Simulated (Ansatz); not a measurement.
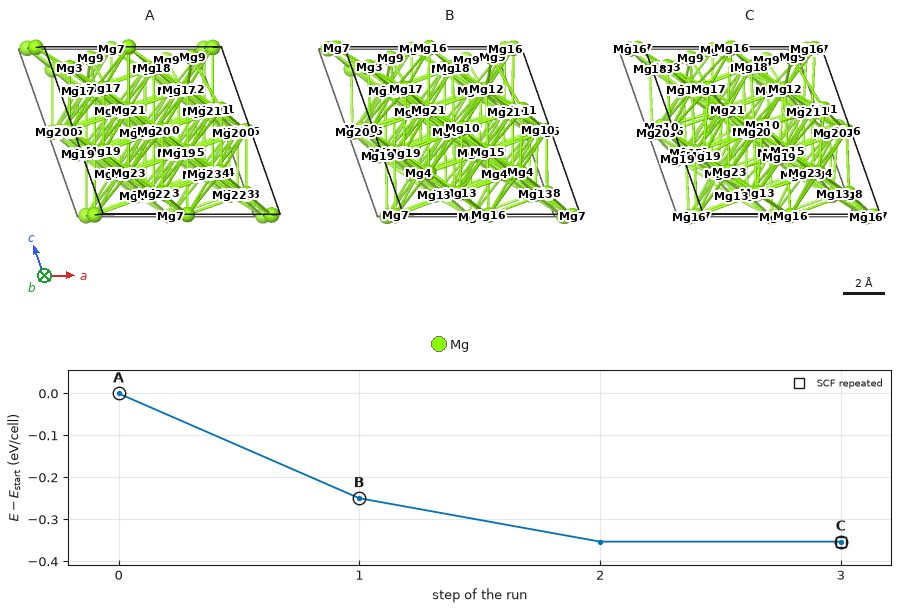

Frames of a relaxation of a defect cell of composition Mg (started half-way along a vacancy jump, in the symmetry of that start), marked on the history of the run. A ball-and-stick model of the conventional cell (2 times the calculation's cell), seen from a free direction. Lengths and directions refer to the drawn axes.

These are results of DFT PBE, scalar-relativistic, plane waves, PAW (Ansatz), not measurements. (plane-wave cutoff 420 eV; k-point mesh 4 × 4 × 4; occupations gaussian; smearing width 0.1 eV; no spin polarisation; atoms relaxed in a fixed cell; force threshold 0.02 eV/Å; at most 60 steps)

### What happens along the run?

The energy falls by 0.353 eV per cell of the calculation in 2 accepted moves (3 points after the start). Largest force component: 0.23 eV/Å at the start, 0.019 eV/Å at the end. 1 step only repeated the SCF at the same geometry. The largest moves, 0.25 Å, are those of Mg13 and Mg17. Mg17 goes along +a. The cell doesn't change. Among the contacts that change: Mg10–Mg17 3.580 → 3.237 Å, Mg10–Mg13 3.100 → 3.348 Å, Mg12–Mg16 3.580 → 3.355 Å, Mg13–Mg18 3.580 → 3.360 Å. Among the angles between lasting bonds that change: Mg1–Mg9–Mg8 117.0° → 114.4°, Mg1–Mg9–Mg2 63.0° → 65.6°. From step 0 to 1: Mg atoms move most (0.13 Å), energy −0.249 eV per cell of the calculation. From step 1 to 3: Mg atoms move most (0.14 Å), energy −0.103 eV per cell of the calculation.

| step | E − E(0), meV/atom | largest force component, eV/Å | note |
| --- | --- | --- | --- |
| 0 | 0.00 | 0.2332 |  |
| 1 | -10.85 | 0.1089 |  |
| 2 | -15.34 | 0.0186 |  |
| 3 | -15.34 | 0.0186 | same geometry, SCF repeated |
